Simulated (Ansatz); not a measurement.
TiTe2

The calculation's input:

```
crystal:
  lattice:
    - [3.777, 0.0, 0.0]
    - [-1.8885, 3.2709779501, 0.0]
    - [0.0, 0.0, 6.498]
  atoms:
    - { symbol: Ti, position: [0.0, 0.0, 0.0] }
    - { symbol: Te, position: [0.6666666667, 0.3333333333, 0.2628] }
    - { symbol: Te, position: [0.3333333333, 0.6666666667, 0.7372] }
basis:
  ecutwfc: 420
kpoints:
  mp_grid: { grid: [15, 15, 8] }
hamiltonian:
  xc: pbe
  dispersion: d3bj
scf:
  occupations: { method: gaussian, width: 0.1 }
output:
  forces: true
  stress: true
  eigenvalues: true
  write_density: true
  write_potential: true
  elf: true
  volumetric_format: npy
relax:
  adjacent_minimum: "off"
  f_tol: 0.005
  max_steps: 80
  cell: { stress_tol: 0.05 }
```

Command:

```sh
ansatz run input.yaml --threads 1 --pin off --max-ram 2560MiB --backend cpu --events-out ev --progress --plain --runs-dir out
```

Below, planes, directions and counts refer to the conventional cell (a = 3.70 Å, b = 3.70 Å, c = 6.38 Å, α = 90.00°, β = 90.00°, γ = 120.00°).

The fields are those of the relaxed geometry.

Space group P-3m1; computed without spin polarisation.

These are results of DFT PBE+D3(BJ), scalar-relativistic, plane waves, PAW in Ansatz, not measurements.

In a PAW calculation such maps are meaningful between the atoms, not at the nuclei.

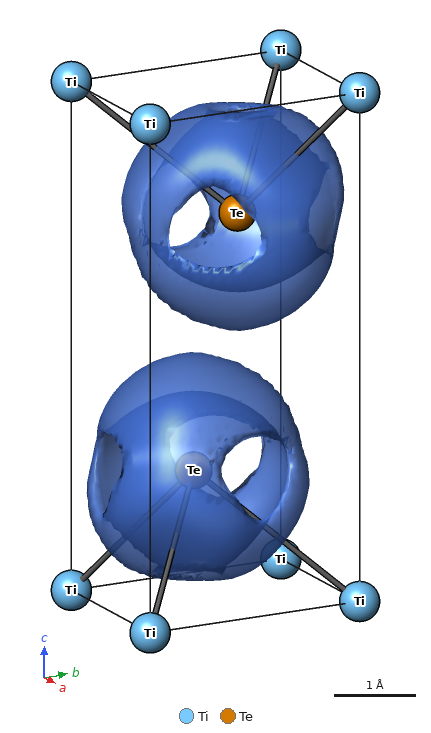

Figure 1. Isosurface of the ELF at 0.6 (blue), seen slightly off an axis. Only the valence region is drawn (cores and ρ < 0.01 e/Å³ removed). Sticks mark near contacts.

Q: What do the ELF domains correspond to?

A: The ELF exceeds this value in two regions wrapped around Te (the valence shell of each), counted in one cell of 3 atoms. Regions shared between cells count once. Profiles from the grid: Ti–Te (2.75 Å): the ELF peaks at about 0.65 in the valence shell of Te, 1.2 Å from its nucleus, and is about 0.60 at the midpoint.

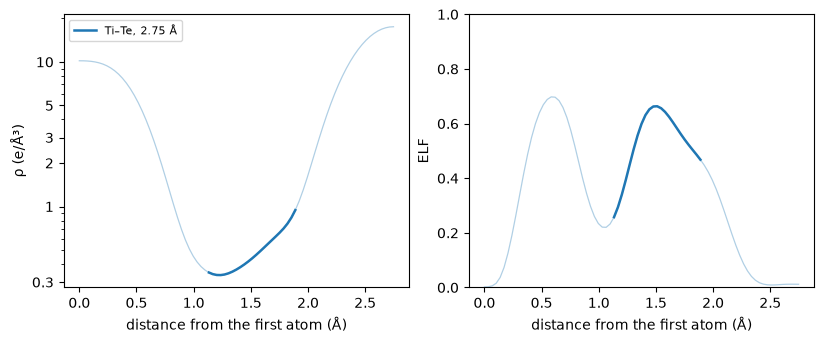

Figure 2. Valence pseudo-density and ELF along straight lines between neighbouring atoms. Thin, pale parts lie inside the atomic spheres.

Q: What can be read from the curves?

A: Ti–Te (2.75 Å): ρ is about 0.37 e/Å³ halfway; the ELF peaks at about 0.65 in the valence shell of Te, 1.2 Å from its nucleus, and is about 0.60 at the midpoint.

Q: Metal or insulator at this level of theory?

A: It is metallic or semimetallic at this level of theory: no gap opens; semilocal functionals without U, or without the true magnetic order, often close the gap of such compounds.
